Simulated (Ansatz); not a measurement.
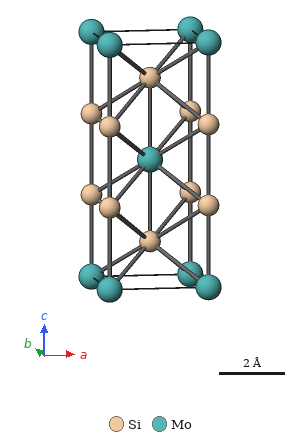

Lattice vibrations of solid Si$_{2}$Mo relaxed at 8 GPa, space group I4/mmm (No. 139), at the zone centre. The picture is a ball-and-stick view of the conventional cell (2 times the calculation's cell), seen slightly off an axis. Lengths and directions refer to the drawn axes.

Computed with Ansatz 0.2.0, DFT LDA, scalar-relativistic, plane waves, PAW.

Input
```yaml
crystal:
  lattice:
    - [-1.5683060452, 1.5683060452, 3.8537693459]
    - [1.5683060452, -1.5683060452, 3.8537693459]
    - [1.5683060452, 1.5683060452, -3.8537693459]
  atoms:
    - { symbol: Si, position: [0.334654276, 0.334654276, 0.0] }
    - { symbol: Si, position: [0.665345724, 0.665345724, 0.0] }
    - { symbol: Mo, position: [0.0, 0.0, 0.0] }
basis:
  ecutwfc: 420
kpoints:
  mp_grid: { grid: [18, 18, 18] }
hamiltonian:
  xc: lda
scf:
  occupations: { method: fermi_dirac, width: 0.15 }
output:
  eigenvalues: true
phonons:
  method: dfpt
  eigenvectors: true
```

Command:
```bash
ansatz run input.yaml --threads 1 --pin off --max-ram 3072MiB --backend cpu --events-out ev --progress --plain --runs-dir out
```

The frequencies depend somewhat on the k-mesh and the smearing.

**List the optical modes.**

The calculation's cell holds 3 atoms, so there are 6 optical modes, in 4 levels. The optical modes span E_u + A₂u + E_g + A₁g. No level is unstable.

```json
{"level": "1", "symmetry": "E_u", "frequency (cm⁻¹)": "299", "activity": "infrared-active"}
{"level": "2", "symmetry": "A₂u", "frequency (cm⁻¹)": "342", "activity": "infrared-active"}
{"level": "3", "symmetry": "E_g", "frequency (cm⁻¹)": "354", "activity": "Raman-active"}
{"level": "4", "symmetry": "A₁g", "frequency (cm⁻¹)": "457", "activity": "Raman-active"}
```

The crystal is a metal, so free carriers screen the infrared response.

The displacement patterns (one member of each degenerate set):

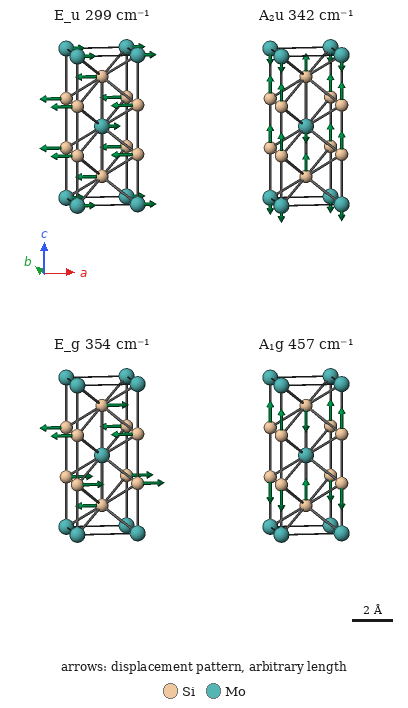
